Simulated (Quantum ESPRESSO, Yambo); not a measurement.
# Excitons of P (puckered monolayer): kernels and approximations, part 2 of 4

Aim: the absorption spectrum of P (puckered monolayer) with electron-hole interaction, and what each part of the kernel does.

Quantum ESPRESSO 7.5 and Yambo 5.3.0; PBE and many-body steps on it, plane waves. Known limits of the many-body steps: not at the basis limit; bindings not settled in the k mesh.

So far. Step 4 (Screening and self-energy, 4×6×1 mesh, 110 bands …): The gap on the mesh goes from 0.91 eV to 2.00 eV, a correction of +1.10 eV. Step 5 (Excitons): The lowest state lies at 1.128 eV, 0.876 eV under the direct gap.

## Step 6: Levels from G0W0

This step: Bethe-Salpeter equation on PBE with G0W0 levels, plane waves, norm-conserving pseudopotentials.

bse3.in reads:

```
optics
bss
bse
em1s
dipoles
rim_cut
rim_w
RandQpts= 3000000
RandGvec= 100 RL
CUTGeo= "slab z"
RandGvecW= 9 RL
Chimod= "HARTREE"
BSKmod= "SEX"
BSEmod= "resonant"
BSSmod= "d"
BSENGexx= 30 Ry
BSENGBlk= 6 Ry
% BSEQptR
 1 | 1 |
%
% BSEBands
 7 | 14 |
%
% BEnRange
 0 | 6 | eV
%
% BDmRange
 0.1 | 0.1 | eV
%
BEnSteps= 121
% BLongDir
 1 | 0 | 0 |
%
% BndsRnXs
 1 | 56 |
%
NGsBlkXs= 6 Ry
% LongDrXs
 1 | 1 | 0 |
%
KfnQPdb= "E < ./gw1/ndb.QP"
WRbsWF
```

Launch:

```
$ OMP_NUM_THREADS=1 mpirun -n 4 yambo -F bse3.in -J bse3,bse2_W -C bse3 > bse3.log
```

The log of the run:

```text
 Yambo, version 5.3.0

 [02] CORE Variables Setup
 =========================

  [... cell, symmetries and grids as in the set-up ...]

  [02.05] Energies & Occupations
  ==============================

  [X] === General ===
  [X] Electronic Temperature                        :  0.000000  0.000000 [eV K]
  [X] Bosonic    Temperature                        :  0.000000  0.000000 [eV K]
  [X] Finite Temperature mode                       : no
  [X] El. density                                   :  0.93452E+23 [cm-3]
  [X] Fermi Level                                   : -0.736863 [eV]

  [X] === Gaps and Widths ===
  [X] Conduction Band Min                           :  0.906761 [eV]
  [X] Valence Band Max                              :  0.000000 [eV]
  [X] Filled Bands                                  :  10
  [X] Empty Bands                                   :   11  110
  [X] Direct Gap                                    :  0.906761 [eV]
  [X] Direct Gap localized at k                     :  1
  [X] Indirect Gap                                  :  0.906761 [eV]
  [X] Indirect Gap between kpts                     :  1  1
  [X] Last valence band width                       :  1.927020 [eV]
  [X] 1st conduction band width                     :  1.895552 [eV]

 [03] Transferred momenta grid and indexing
 ==========================================

 IBZ Q-points                                      :  12
 BZ  Q-points                                      :  24

 K/Q-points units:
 rlu = crystal or reduced units; cc = cartesian coordinates; iku = interal k-units

 Q [ 1]         [rlu]:  0.000000  0.000000  0.000000
 Q [ 2]         [rlu]:  0.000000  0.166667  0.000000
 Q [ 3]         [rlu]:  0.000000  0.333333  0.000000
[...]
[K+QP] Fermi Level                                : -0.438951 [eV]

  [K+QP] === Gaps and Widths ===
  [K+QP] Conduction Band Min                        :  2.003536 [eV]
  [K+QP] Valence Band Max                           :  0.000000 [eV]
  [K+QP] Filled Bands                               :  10
  [K+QP] Empty Bands                                :   11  110
  [K+QP] Direct Gap                                 :  2.003536 [eV]
  [K+QP] Direct Gap localized at k                  :  1
  [K+QP] Indirect Gap                               :  2.003536 [eV]
  [K+QP] Indirect Gap between kpts                  :  1  1
  [K+QP] Last valence band width                    :  1.985070 [eV]
  [K+QP] 1st conduction band width                  :  2.041063 [eV]

  [coarse-grid] Minimum Bare Gap        [ev]:  0.906761
  [coarse-grid] Minimum Gap Correction  [ev]:  1.096775

  Eqp @ K [ 1]
  -14.93746 -12.48019  -9.18043  -5.64771  -4.72494  -4.47944  -3.31707  -1.66169
  -1.817274  0.000000  2.003536  2.929478  4.048474  4.657861  5.847510  5.905113
    7.36466   7.73962   7.88972   8.34307   8.42090   9.30387   9.47662  10.61827
  Eqp @ K [ 2]
[...]
Eqp @ K [ 3]
[...]
Eqp @ K [ 8]
[...]
Eqp @ K [ 9]
[...]
-1.199144 -1.199199  3.611013  3.611007  5.135720  5.136143  6.628044  6.628044
    7.73778   7.73778   9.00575   9.00575  10.47617  10.47617  10.69772  10.69772

 [07] Dipoles
 ============

  [07.01] Setup: observables and procedures
  =========================================

  [WARNING] [r,Vnl^pseudo] included in position and velocity dipoles.

  [WARNING] In case H contains other non local terms, these are neglected

 [08] Static Dielectric Matrix
 =============================

    [09.01.05.03] Main kernel loop
    ==============================

    [09.01.05.04] Wave-Function Phases
    ==================================

    [BSE] WF phases found       :  72.91667 [o/o]

   [09.01.06] BSE solver(s) @q1
   ============================

   [09.01.07] Diago Solver @q1
   ===========================

 [12] Game Over & Game summary
```

Run time: 6.5 s. Hardware: 4 MPI ranks of Arm Neoverse V1, shared host; peak memory 1.2 GiB.

This step gave:

| Item | Value |
| --- | --- |
| transitions in the window | 384 |
| direct gap of the transition levels | 2.004 eV |
| lowest state | 1.132 eV |
| first strong exciton (over a fiftieth of the strongest listed) | 1.132 eV |
| binding of the lowest state below the direct gap | 0.8713 eV |

The lowest state lies at 1.132 eV, 0.871 eV under the direct gap.

## Step 7: Triplet (no exchange term)

This step: Bethe-Salpeter equation on PBE with a scissors shift, plane waves, norm-conserving pseudopotentials.

bse4.in, as its differences from bse3.in of step 6:

```diff
@@ -15,3 +15,3 @@
 BSSmod= "d"
-BSENGexx= 30 Ry
+BSENGexx= 1 RL
 BSENGBlk= 6 Ry
@@ -40,3 +40,5 @@
 %
-KfnQPdb= "E < ./gw1/ndb.QP"
+% KfnQP_E
+ 1.097 | 1.0 | 1.0 |
+%
 WRbsWF
```

Launch:

```
$ OMP_NUM_THREADS=1 mpirun -n 4 yambo -F bse4.in -J bse4,bse2_W -C bse4 > bse4.log
```

The log of the run:

```text
 Yambo, version 5.3.0

 [02] CORE Variables Setup
 =========================

  [... cell, symmetries and grids as in the set-up ...]

  [02.05] Energies & Occupations
  ==============================

  [X] === General ===
  [X] Electronic Temperature                        :  0.000000  0.000000 [eV K]
  [X] Bosonic    Temperature                        :  0.000000  0.000000 [eV K]
  [X] Finite Temperature mode                       : no
  [X] El. density                                   :  0.93452E+23 [cm-3]
  [X] Fermi Level                                   : -0.736863 [eV]

  [X] === Gaps and Widths ===
  [X] Conduction Band Min                           :  0.906761 [eV]
  [X] Valence Band Max                              :  0.000000 [eV]
  [X] Filled Bands                                  :  10
  [X] Empty Bands                                   :   11  110
  [X] Direct Gap                                    :  0.906761 [eV]
  [X] Direct Gap localized at k                     :  1
  [X] Indirect Gap                                  :  0.906761 [eV]
  [X] Indirect Gap between kpts                     :  1  1
  [X] Last valence band width                       :  1.927020 [eV]
  [X] 1st conduction band width                     :  1.895552 [eV]

 [03] Transferred momenta grid and indexing
 ==========================================

 IBZ Q-points                                      :  12
 BZ  Q-points                                      :  24

 K/Q-points units:
 rlu = crystal or reduced units; cc = cartesian coordinates; iku = interal k-units

 Q [ 1]         [rlu]:  0.000000  0.000000  0.000000
 Q [ 2]         [rlu]:  0.000000  0.166667  0.000000
 Q [ 3]         [rlu]:  0.000000  0.333333  0.000000
[...]
[K+QP] Fermi Level                                :  0.000000 [eV]

  [K+QP] === Gaps and Widths ===
  [K+QP] Conduction Band Min                        :  2.003761 [eV]
  [K+QP] Valence Band Max                           :  0.000000 [eV]
  [K+QP] Filled Bands                               :  10
  [K+QP] Empty Bands                                :   11  110
  [K+QP] Direct Gap                                 :  2.003761 [eV]
  [K+QP] Direct Gap localized at k                  :  1
  [K+QP] Indirect Gap                               :  2.003761 [eV]
  [K+QP] Indirect Gap between kpts                  :  1  1
  [K+QP] Last valence band width                    :  1.927020 [eV]
  [K+QP] 1st conduction band width                  :  1.895552 [eV]

  [coarse-grid] Minimum Bare Gap        [ev]:  0.906761
  [coarse-grid] Minimum Gap Correction  [ev]:  1.097000

  Eqp @ K [ 1]
  -14.92277 -12.46551  -9.16574  -5.63302  -4.71026  -4.46476  -3.30239  -1.72537
  -1.638918  0.000000  2.003761  2.739566  3.751532  4.386549  5.576198  5.633801
    7.09335   7.46830   7.61841   8.07176   8.14959   9.03256   9.20531  10.34696
  Eqp @ K [ 2]
[...]
Eqp @ K [ 3]
[...]
Eqp @ K [ 8]
[...]
Eqp @ K [ 9]
[...]
-1.099356 -1.099354  3.482647  3.482648  4.902949  4.902949  6.394850  6.394851
    7.50459   7.50459   8.77256   8.77256  10.24298  10.24298  10.46452  10.46452

 [07] Dipoles
 ============

  [07.01] Setup: observables and procedures
  =========================================

  [WARNING] [r,Vnl^pseudo] included in position and velocity dipoles.

  [WARNING] In case H contains other non local terms, these are neglected

 [08] Static Dielectric Matrix
 =============================

    [09.01.05.03] Main kernel loop
    ==============================

    [09.01.05.04] Wave-Function Phases
    ==================================

    [BSE] WF phases found       :  72.91667 [o/o]

   [09.01.06] BSE solver(s) @q1
   ============================

   [09.01.07] Diago Solver @q1
   ===========================

 [12] Game Over & Game summary
```

The job ended after 5.3 s (4 MPI ranks; peak memory 1.2 GiB).

The lowest triplet lies at 1.065 eV; without spin-orbit coupling triplets are dark, so no spectrum is read.

## Step 8: Beyond Tamm-Dancoff

bse5.in, as its differences from bse4.in of step 7:

```diff
@@ -13,5 +13,5 @@
 BSKmod= "SEX"
-BSEmod= "resonant"
+BSEmod= "coupling"
 BSSmod= "d"
-BSENGexx= 1 RL
+BSENGexx= 30 Ry
 BSENGBlk= 6 Ry
```

Launch:

```
$ OMP_NUM_THREADS=1 mpirun -n 4 yambo -F bse5.in -J bse5,bse2_W -C bse5 > bse5.log
```

The log of the run:

```text
 Yambo, version 5.3.0

 [02] CORE Variables Setup
 =========================

  [... cell, symmetries and grids as in the set-up ...]

  [02.05] Energies & Occupations
  ==============================

  [X] === General ===
  [X] Electronic Temperature                        :  0.000000  0.000000 [eV K]
  [X] Bosonic    Temperature                        :  0.000000  0.000000 [eV K]
  [X] Finite Temperature mode                       : no
  [X] El. density                                   :  0.93452E+23 [cm-3]
[...]
=========================================

  [WARNING] [r,Vnl^pseudo] included in position and velocity dipoles.

  [WARNING] In case H contains other non local terms, these are neglected

 [08] Static Dielectric Matrix
 =============================

    [09.01.05.03] Main kernel loop
    ==============================

    [09.01.05.04] Wave-Function Phases
    ==================================

    [BSE] WF phases found       :  72.91667 [o/o]

   [09.01.06] BSE solver(s) @q1
   ============================

   [09.01.07] Diago Solver @q1
   ===========================

   [WARNING] Parallel non-herm diag not yet implemented. Switching to LK

 [12] Game Over & Game summary
```

Elapsed: 9.3 s, on 4 MPI ranks; peak memory 1.2 GiB.

This step gave:

| Item | Value |
| --- | --- |
| transitions in the window | 384 |
| direct gap of the transition levels | 2.004 eV |
| lowest state | 1.123 eV |
| first strong exciton (over a fiftieth of the strongest listed) | 1.123 eV |
| binding of the lowest state below the direct gap | 0.8807 eV |

The lowest state lies at 1.123 eV, 0.881 eV under the direct gap.

## Step 9: Finite momentum (q 2)

bse6.in, as its differences from bse5.in of step 8:

```diff
@@ -13,3 +13,3 @@
 BSKmod= "SEX"
-BSEmod= "coupling"
+BSEmod= "resonant"
 BSSmod= "d"
@@ -18,3 +18,3 @@
 % BSEQptR
- 1 | 1 |
+ 2 | 2 |
 %
@@ -24,3 +24,3 @@
 % BEnRange
- 0 | 6 | eV
+ 0 | 5 | eV
 %
@@ -29,3 +29,3 @@
 %
-BEnSteps= 121
+BEnSteps= 101
 % BLongDir
```

Launch:

```
$ OMP_NUM_THREADS=1 mpirun -n 4 yambo -F bse6.in -J bse6,bse2_W -C bse6 > bse6.log
```

The log of the run:

```text
 Yambo, version 5.3.0

 [02] CORE Variables Setup
 =========================

  [... cell, symmetries and grids as in the set-up ...]

  [02.05] Energies & Occupations
  ==============================

  [X] === General ===
  [X] Electronic Temperature                        :  0.000000  0.000000 [eV K]
  [X] Bosonic    Temperature                        :  0.000000  0.000000 [eV K]
  [X] Finite Temperature mode                       : no
  [X] El. density                                   :  0.93452E+23 [cm-3]
[...]
[07] Dipoles
 ============

  [07.01] Setup: observables and procedures
  =========================================

  [WARNING] [r,Vnl^pseudo] included in position and velocity dipoles.

  [WARNING] In case H contains other non local terms, these are neglected

 [08] Static Dielectric Matrix
 =============================

    [09.01.05.03] Main kernel loop
    ==============================

    [09.01.05.04] Wave-Function Phases
    ==================================

    [BSE] WF phases found       :  72.91667 [o/o]

   [09.01.06] BSE solver(s) @q2
   ============================

   [09.01.07] Diago Solver @q2
   ===========================

 [12] Game Over & Game summary
```

It took 6.1 s on 4 MPI ranks; peak memory 1.2 GiB.

This step gave:

```
transitions in the window                                      : 384
lowest state                                                   : 1.256 eV
first strong exciton (over a fiftieth of the strongest listed) : 2.008 eV
```

The lowest state lies at 1.256 eV.

The Im polarisability of the sheet has structure finer than the step of the table below, so its rows give means over 0.5 eV, whole bins alone (the curve runs from 0 to 5 eV). Peaks (eV: height): no electron-hole interaction 3.90: 0.310, 4.40: 0.436.

Sheet polarisability (bohr); longitudinal response along q; broadening 0.1 eV; transition window only; momentum transfer q number 2. Limits: finite bands, cutoff and mesh; exciton not shown settled in the k mesh. Im polarisability of the sheet against photon energy; means over each step:

```
photon energy (eV)     BSE  no electron-hole interaction
               0.5  0.0101                        0.0127
               1.0  0.0118                        0.0144
               1.5  0.0152                        0.0166
               2.0  0.0334                        0.0196
               2.5  0.0325                        0.0263
               3.0   0.138                        0.0429
               3.5   0.256                        0.0700
               4.0   0.281                         0.258
               4.5   0.324                         0.313
```

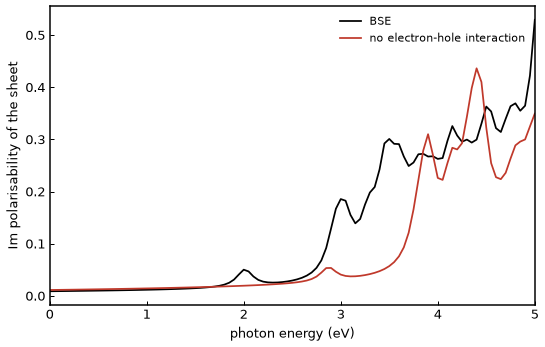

Im polarisability of the sheet, plotted against photon energy.

## Step 10: Finite momentum (q 3)

bse7.in, as its differences from bse6.in of step 9:

```diff
@@ -18,3 +18,3 @@
 % BSEQptR
- 2 | 2 |
+ 3 | 3 |
 %
```

Launch:

```
$ OMP_NUM_THREADS=1 mpirun -n 4 yambo -F bse7.in -J bse7,bse2_W -C bse7 > bse7.log
```

The log of the run:

```text
 Yambo, version 5.3.0

 [02] CORE Variables Setup
 =========================

  [... cell, symmetries and grids as in the set-up ...]

  [02.05] Energies & Occupations
  ==============================

  [X] === General ===
  [X] Electronic Temperature                        :  0.000000  0.000000 [eV K]
  [X] Bosonic    Temperature                        :  0.000000  0.000000 [eV K]
  [X] Finite Temperature mode                       : no
  [X] El. density                                   :  0.93452E+23 [cm-3]
[...]
[07] Dipoles
 ============

  [07.01] Setup: observables and procedures
  =========================================

  [WARNING] [r,Vnl^pseudo] included in position and velocity dipoles.

  [WARNING] In case H contains other non local terms, these are neglected

 [08] Static Dielectric Matrix
 =============================

    [09.01.05.03] Main kernel loop
    ==============================

    [09.01.05.04] Wave-Function Phases
    ==================================

    [BSE] WF phases found       :  72.91667 [o/o]

   [09.01.06] BSE solver(s) @q3
   ============================

   [09.01.07] Diago Solver @q3
   ===========================

 [12] Game Over & Game summary
```

It took 6.1 s on 4 MPI ranks; peak memory 1.2 GiB; 24 s of CPU time.

This step gave:

- transitions in the window: 384
- lowest state: 1.368 eV
- first strong exciton (over a fiftieth of the strongest listed): 2.561 eV

The lowest state lies at 1.368 eV.

The Im polarisability of the sheet has structure finer than the step of the table below, so its rows give means over 0.5 eV, whole bins alone (the curve runs from 0 to 5 eV). Peaks (eV: height): BSE 3.05: 0.239, 4.10: 0.300; no electron-hole interaction 3.90: 0.278, 4.90: 0.628.

Sheet polarisability (bohr); longitudinal response along q; broadening 0.1 eV; transition window only; momentum transfer q number 3. Limits: finite bands, cutoff and mesh; exciton not shown settled in the k mesh. Table of Im polarisability of the sheet by photon energy; means over each step:

```
photon energy (eV)      BSE  no electron-hole interaction
               0.5  0.00758                       0.00998
               1.0  0.00889                        0.0116
               1.5   0.0108                        0.0138
               2.0   0.0145                        0.0167
               2.5   0.0299                        0.0213
               3.0    0.141                        0.0316
               3.5    0.118                        0.0680
               4.0    0.259                         0.192
               4.5    0.236                         0.328
```

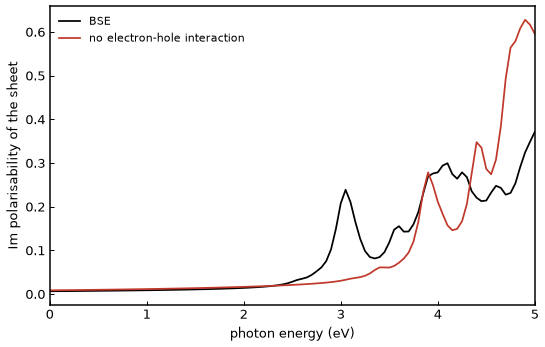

Im polarisability of the sheet against photon energy.

## Step 11: RPA with local fields (no direct term)

bse8.in reads:

```
optics
bss
bse
em1s
dipoles
rim_cut
rim_w
RandQpts= 3000000
RandGvec= 100 RL
CUTGeo= "slab z"
RandGvecW= 9 RL
Chimod= "HARTREE"
BSKmod= "HARTREE"
BSEmod= "resonant"
BSSmod= "h"
BSENGexx= 30 Ry
BSENGBlk= 6 Ry
% BSEQptR
 1 | 1 |
%
% BSEBands
 5 | 18 |
%
% BEnRange
 0 | 7 | eV
%
% BDmRange
 0.1 | 0.1 | eV
%
BEnSteps= 141
% BLongDir
 1 | 0 | 0 |
%
% BndsRnXs
 1 | 56 |
%
NGsBlkXs= 6 Ry
% LongDrXs
 1 | 1 | 0 |
%
% KfnQP_E
 1.097 | 1.0 | 1.0 |
%
BSHayTrs= -0.02
```

Launch:

```
$ OMP_NUM_THREADS=1 mpirun -n 4 yambo -F bse8.in -J bse8,bse2_W -C bse8 > bse8.log
```

The log of the run:

```text
 Yambo, version 5.3.0

 [02] CORE Variables Setup
 =========================

  [... cell, symmetries and grids as in the set-up ...]

  [02.05] Energies & Occupations
  ==============================

  [X] === General ===
  [X] Electronic Temperature                        :  0.000000  0.000000 [eV K]
  [X] Bosonic    Temperature                        :  0.000000  0.000000 [eV K]
  [X] Finite Temperature mode                       : no
  [X] El. density                                   :  0.93452E+23 [cm-3]
[...]
Found compatible q grid: 2D
    q_min[ 1 ]:  0.250000  0.000000  0.000000 [rlu]
     0.250000  0.000000  0.000000 [iku]
    q_min[ 2 ]:  0.000000  0.166667  0.000000 [rlu]
     0.000000  0.166667  0.000000 [iku]
    G-vectors :   9

    [09.01.05.02] Main kernel loop
    ==============================

   [09.01.06] BSE solver(s) @q1
   ============================

   [09.01.07] Haydock Solver in the optics basis @q1 using the hermitian scheme
   ============================================================================

   Accuracy (requested)      : -0.020000 [o/o]
   Accuracy (reached)        :  0.018305 [o/o]
   Iterations                :   97

 [12] Game Over & Game summary
```

It took 5.3 s on 4 MPI ranks; peak memory 1.1 GiB.

Numbers from this step:

```yaml
transitions_in_the_window: 1152
direct_gap_of_the_transition_levels: 2.004 eV
```

[end of part 2 of 4]

[Paths, hosts, dates, memory and timing lines, banners, echoed tables and standing remarks are left out of the program output.]

[Logs are printed without paths, hosts, clocks, repeated set-up lines and the standing remarks that a program may print on its own settings, such as how far it seeks lower states.]

[Runs of the session that timed out or met a known fault of the program may be left out.]

[Hosts, paths, dates, database ids (printed as entryN), source tags and the programs' standing remarks are cut or masked in the printed files.]
